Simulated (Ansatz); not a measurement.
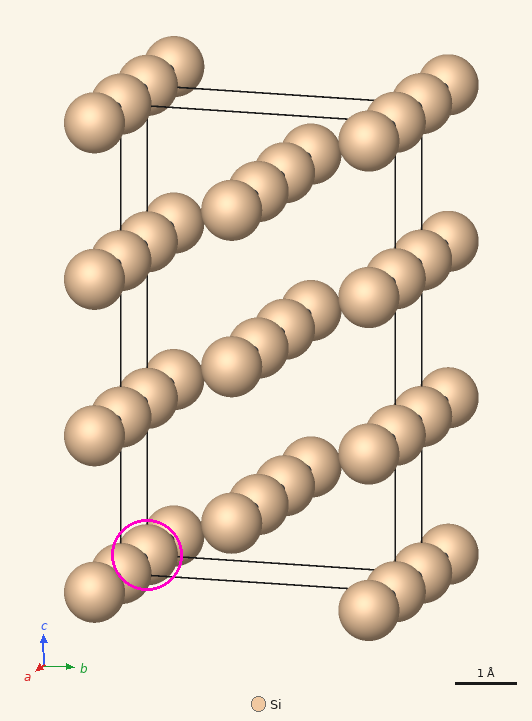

We look at a ball-and-stick model of the crystal slightly off an axis. One unit cell is outlined, and atoms on its boundary appear in each equivalent place. Atoms just outside the outline that bond to atoms inside are added.

Cell parameters: a = 2.48 Å, b = 4.65 Å, c = 7.88 Å, α = 92.46°, β = 90.00°, γ = 90.00°.

Bond cut-offs: Si–Si up to 2.58 Å (cut-off distances).

The composition is Si.

> From which higher-symmetry structure does this one deviate slightly?

Strictly the space group is Cmmm (No. 65, within 0.01 Å). It is a distorted form of a primitive hexagonal structure, space group P6/mmm (No. 191) within 0.25 Å: simple hexagonal.

> Look at the ringed atom: what is it and what does it bond to?

It is a silicon atom, bonded to two Si in a linear arrangement at about 2.5 Å.

The cell started as a textbook structure type filled with this element (whether it is the usual form wasn't checked). The structure drawn was relaxed with DFT PBE, scalar-relativistic, plane waves, PAW (Ansatz 0.2.0).
